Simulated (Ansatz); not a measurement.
```cif
data_structure
_symmetry_space_group_name_H-M 'P 1'
_symmetry_Int_Tables_number 1
_cell_length_a 3.5558
_cell_length_b 3.5558
_cell_length_c 6.1404
_cell_angle_alpha 90.000
_cell_angle_beta 90.000
_cell_angle_gamma 120.000
_cell_volume 67.23
loop_
_atom_site_label
_atom_site_type_symbol
_atom_site_fract_x
_atom_site_fract_y
_atom_site_fract_z
_atom_site_occupancy
Al1 Al 0.00000 0.00000 0.00000 1
Al2 Al 0.66667 0.33333 0.33333 1
Al3 Al 0.33333 0.66667 0.66667 1
Co1 Co 0.33333 0.66667 0.16667 1
Co2 Co 0.00000 0.00000 0.50000 1
Co3 Co 0.66667 0.33333 0.83333 1
```

Space group R-3m; a structure from a database of computed crystals, not necessarily the ambient phase; computed pressure about 23 GPa in this cell; the program warned that a starting moment wasn't kept; spin-polarised, but the moments vanished.

These are results of DFT PBE, scalar-relativistic, plane waves, PAW in Ansatz 0.2.0, not measurements.

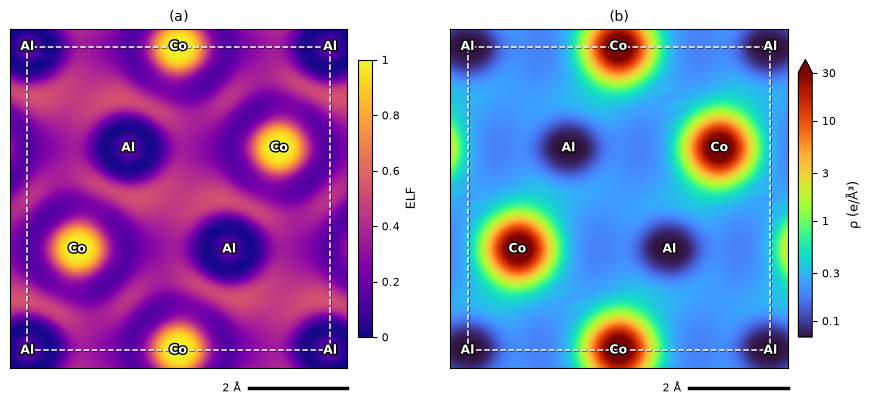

AlCo. (a) ELF; (b) valence pseudo-density on the (110) plane of the conventional cell.

Core electrons are frozen (PAW), and the valence fields are smoothed inside the atomic spheres.

Read the bonding off the picture.

- The section cuts through Al and Co sites.
- Al–Co (2.29 Å): the density is about 0.4 e/Å³ at the midpoint; the ELF is about 0.40 at the midpoint.
- Between the atoms the lowest density in this plane is 0.18 e/Å³.
- The features right at Co lie inside the PAW spheres, where the map follows smoothed inner orbitals and isn't to be read closely.
